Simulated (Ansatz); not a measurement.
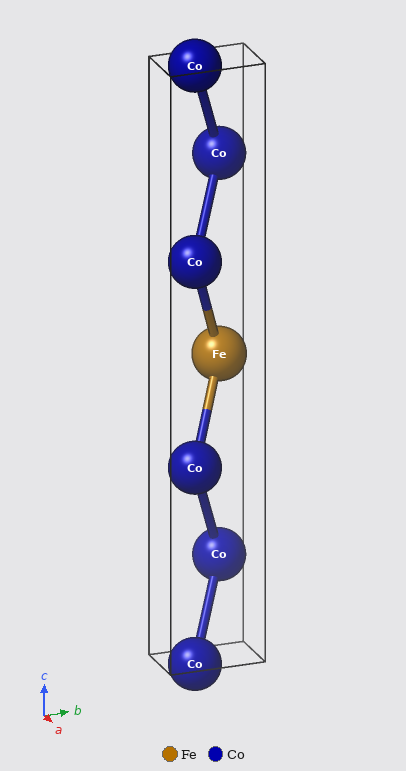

The image is a ball-and-stick drawing of a crystal, viewed slightly off an axis. The frame is the conventional unit cell; atoms at its boundary are shown with their periodic copies. Cell: a = 2.50 Å, b = 2.50 Å, c = 12.26 Å, α = 90.00°, β = 90.00°, γ = 120.00°.

The model was built from a structure type filled with these elements by a generator (whether the compound takes this form wasn't checked). Earlier steps of the study, as a rule a relaxation of our own, may have changed the cell and positions, so they can lie some per cent off the listed ones. Ansatz was used for an electronic-structure calculation on it.

Explain the picture.

Answer. Formula: FeCo₅. Its lattice is primitive hexagonal, its space group P-6m2 (No. 187). In the cell are 1 Fe, 5 Co, which makes 1 formula unit. Each Fe has six Fe and six Co in an anticuboctahedral arrangement (about 2.5 Å to Fe, 2.6 Å to Co). Co takes three kinds of site: 2h with twelve Co in an anticuboctahedral arrangement at about 2.5 Å; 1e with twelve Co in an anticuboctahedral arrangement at about 2.5 Å; 2i with nine Co and three Fe in an anticuboctahedral arrangement (about 2.5 Å to Co, 2.6 Å to Fe). The bonds build a three-dimensional framework.

The calculation used Ansatz, DFT PBE, scalar-relativistic, plane waves, PAW, with a kinetic-energy cutoff of 420 eV, k-grid 18×18×4, Gaussian smearing of 0.1 eV, collinear spins.

Which atoms carry magnetic moments in this run, and how do they order?

Answer. The state reached is ferromagnetic. Sizes: Fe 2.5 μB and Co 1.7 μB; net moment 10.5 μB in the run's cell of 6 atoms.

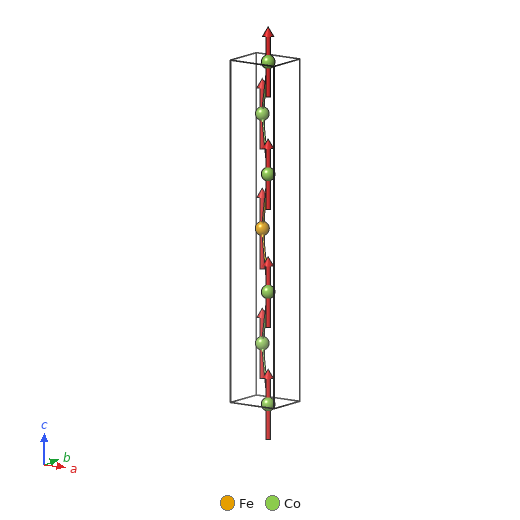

Site moments above 0.25 μB as arrows, small induced ones on non-metal atoms left out (red along the largest or up, blue against, purple across). The run's cell of 6 atoms is drawn.

What does the calculation say: metal or gapped?

Answer. A metal: bands cross the Fermi level.

What are the atomic charges by Bader's partition?

Answer. Fe +0.09 e; Co -0.05 to 0.00 e.

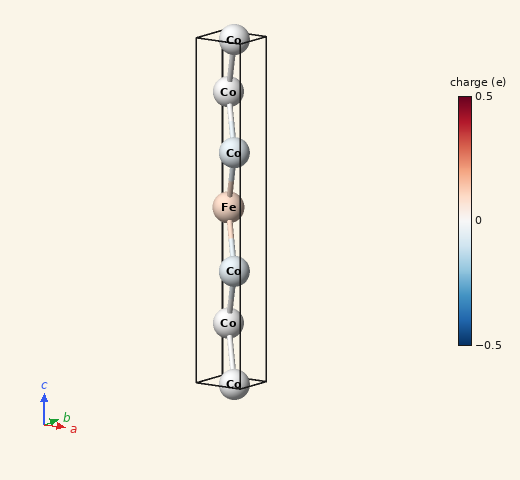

The atoms coloured by those charges. The run's cell of 6 atoms is drawn.

Are forces and stress small enough to call this relaxed?

Answer. Yes. All forces vanish to within 0.01 eV/Å. The pressure is 0.0 GPa, close to zero.
